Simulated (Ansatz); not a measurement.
# Energy of LiCl along a strain of the cell

System: LiCl (Immm, 2 atoms in the cell).
Method: DFT LDA, scalar-relativistic, plane waves, PAW, no spin polarisation (Ansatz 0.2.0).

The 8 runs differ only in the geometry, by a strain of the cell at fixed fractional positions. Against run 5, the strain is εxx = −0.01 η, εxz = η and εzz = −0.01 η. The structure derives from an entry of the Crystallography Open Database.

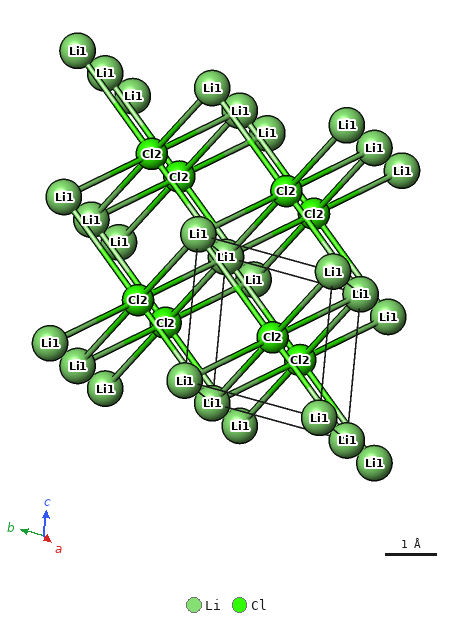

Figure 1. The structure of run 5 (ball-and-stick view of the reduced cell, repeated 2 × 2 × 2, seen at an oblique angle; atoms are numbered from 1 in the order of the input).

## Input of run 5
```yaml
crystal:
  lattice:
    - [0.0192357, 2.56476, 2.56476]
    - [2.5839957, 0.0, 2.5839957]
    - [2.56476, 2.56476, 0.0192357]
  atoms:
    - { symbol: Li, position: [0.0, 0.0, 0.0] }
    - { symbol: Cl, position: [0.5, 0.5, 0.5] }
basis:
  ecutwfc: 420
kpoints:
  mp_grid: { grid: [8, 8, 8] }
hamiltonian:
  xc: lda
scf:
  occupations: { method: gaussian, width: 0.05 }
output:
  forces: true
  stress: true
  eigenvalues: true
```

Lattice vectors (Å) and fractional positions of run 5:
```
   0.019236    2.564760    2.564760
   2.583996    0.000000    2.583996
   2.564760    2.564760    0.019236
Li  0.000000  0.000000  0.000000
Cl  0.500000  0.500000  0.500000
```

Run 7 differs from it as follows:
```diff
-    - [0.0192357, 2.56476, 2.56476]
-    - [2.5839957, 0.0, 2.5839957]
-    - [2.56476, 2.56476, 0.0192357]
+    - [0.0384714, 2.56476, 2.56476]
+    - [2.6032314, 0.0, 2.6032314]
+    - [2.56476, 2.56476, 0.0384714]
```

## Results, with one run withheld

| run | strain parameter η (%) | free energy per atom, from the lowest run given (meV) | pressure (GPa) | gap on the mesh (eV) |
| --- | --- | --- | --- | --- |
| 1 | −2.7502 | 1.84 | −3.21 | 5.85 |
| 2 | −1.7501 | 0.44 | −3.23 | 5.92 |
| 3 | −0.5000 | 0.00 | −3.24 | 5.97 |
| 4 | −0.2500 | 0.09 | −3.24 | 5.95 |
| 5 | 0.0000 | 0.23 | −3.23 | 5.94 |
| 6 | 0.5000 | 0.70 | −3.23 | 5.91 |
| 7 | 0.7500 | ? | ? | ? |
| 8 | 1.0001 | 1.40 | −3.22 | 5.87 |

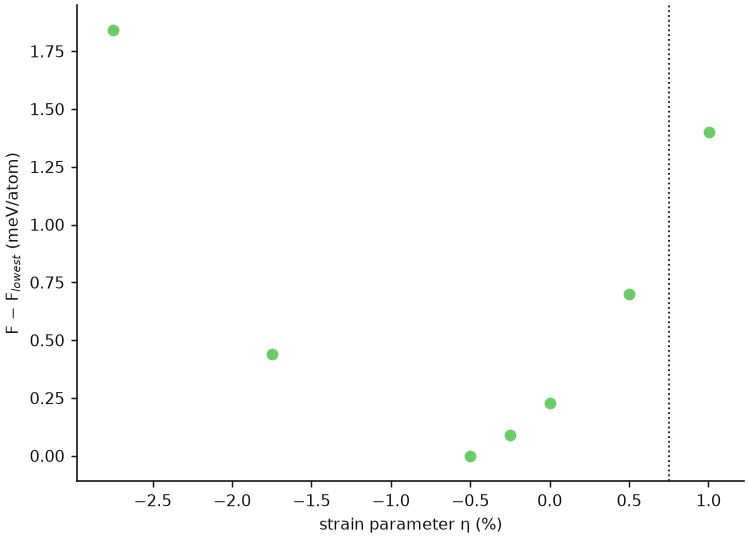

Figure 2. Free energy per atom of the runs given; the dotted line marks run 7.

What should run 7 give?

A cubic polynomial in the coordinate, fitted to the 7 runs given, misses them by under 0.01 meV per atom. With x = η + 0.5357, it reads F = −0.0073536 + 0.19805 x + 0.46708 x² + 0.00043026 x³ (meV per atom). At run 7 it gives 1.02 meV per atom, and the run itself gives 1.02. The fit has its minimum at η = −0.7478 %. The gap on the mesh lies between 5.85 eV (run 1) and 5.97 eV (run 3); run 7 has 5.89 eV. These are gaps of this functional on this mesh, which can miss the band edges; they aren't the measured gap.

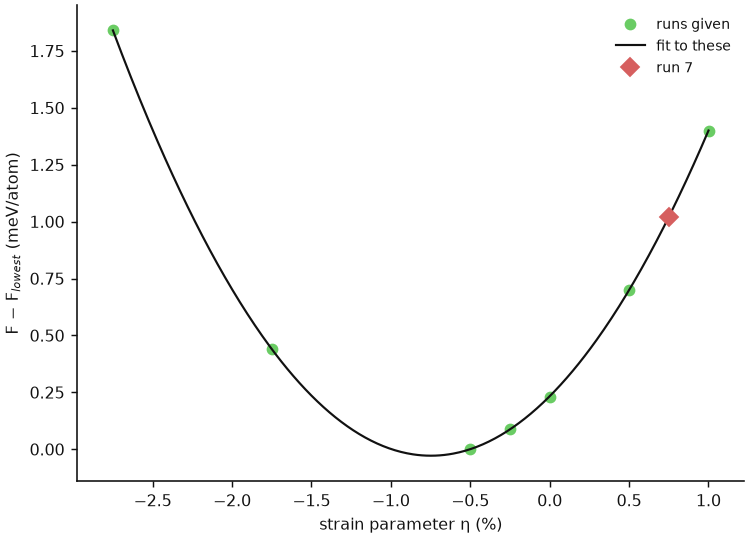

Figure 3. The fit and the withheld run.

## Output, shortened to warnings, some set-up lines, iterations and results (run 7)
```
Basis set: ecut = 420 eV, 651 PW (Γ)
Symmetry: 8 space group operations
k-points: 95 of 512
Initial density: superposition of atomic densities (neutral atoms: chi_scale 0, normalization atom), corrected by the library's trained network
[...]
SCF iter   1: F=—  HF=-1249.447888 eV  |F-HF|=—  |Δ(HF+E_count)|=         —  Δρ=6.91e-3  dr2=1.31e-2  ethr=1.77e-3  ⟨swp⟩=5.1  Hψ=5759  notcnv=0
SCF iter   2: F=—  HF=-1249.440574 eV  |F-HF|=—  |Δ(HF+E_count)|=   7.31e-3  Δρ=3.01e-3  dr2=1.29e-3  ethr=1.31e-4  ⟨swp⟩=3.0  Hψ=2411  notcnv=0
SCF iter   3: F=—  HF=-1249.439557 eV  |F-HF|=—  |Δ(HF+E_count)|=   1.02e-3  Δρ=6.49e-4  dr2=1.60e-4  ethr=1.29e-5  ⟨swp⟩=2.5  Hψ=1442  notcnv=0
SCF iter   4: F=—  HF=-1249.439498 eV  |F-HF|=—  |Δ(HF+E_count)|=   5.93e-5  Δρ=9.13e-5  dr2=1.31e-6  ethr=1.60e-6  ⟨swp⟩=2.5  Hψ=1345  notcnv=0
SCF iter   5: F=—  HF=-1249.439497 eV  |F-HF|=—  |Δ(HF+E_count)|=   7.92e-7  Δρ=4.44e-6  dr2=4.66e-9  ethr=1.31e-8  ⟨swp⟩=3.0  Hψ=1324  notcnv=0
SCF iter   6: F=-1249.439497 eV  HF=-1249.439497 eV  |F-HF|=4.77e-12  |Δ(HF+E_count)|=  7.18e-10  Δρ=4.97e-7  dr2=2.56e-11  ethr=4.66e-11  ⟨swp⟩=1.4  Hψ=2484  notcnv=0
SCF 1 converged in 6 iterations: F = -1249.439497 eV  dr2 = 2.56e-11
SCF converged after 6 iterations
Free energy (F): -1249.439497 eV
Harris-Foulkes:  -1249.439497 eV  (|F-HF|=4.77e-12)
Internal energy: -1249.439497 eV  (E = F + TS)
E sigma→0 (E₀):  -1249.439497 eV
Fermi energy:    4.533141 eV
--- Per-component energies (eV) ---
  E_band       = -103.343496
  E_kinetic    = 183.080803
  E_local      = -325.187395  (includes V_loc(G=0)·N_el)
  E_nonlocal   = -2.841169
  E_hartree    = 93.579643
  E_xc         = -116.921009
  E_vxc        = -135.809882  (∫ρ·V_xc dr)
  E_paw        = -643.809366  (= ΣΔE_a)
  E_vpaw       = -9.745270  (= ΣTr[D̂ρ^β])
  E_aug_tail   = 0.000103  (compensation charges beyond the density's cutoff)
  E_ewald      = -437.531599
  E_core_change = 0.190492  (= ΣΔE_core)
  E_smearing   = -0.000000  (= −TS)
  E_closure    = -0.000000  (closes the sum)
  Σ components = -1249.439497   (vs F -1249.439497, Δ=0.00e0)
--- Forces (eV/Å), atoms counted from 1 ---
  atom   1  Li     0.00000000     0.00000000     0.00000000
  atom   2  Cl    -0.00000000     0.00000000     0.00000000
  max |Σ_I F_I| component: 7.64e-31 eV/Å
--- Stress (GPa, compression-positive) ---
       -3.210457      -0.000000      -0.715557
       -0.000000      -3.251495      -0.000000
       -0.715557      -0.000000      -3.210457
  P = ⅓ Tr σ = -3.2241 GPa (-32.241 kbar)
```
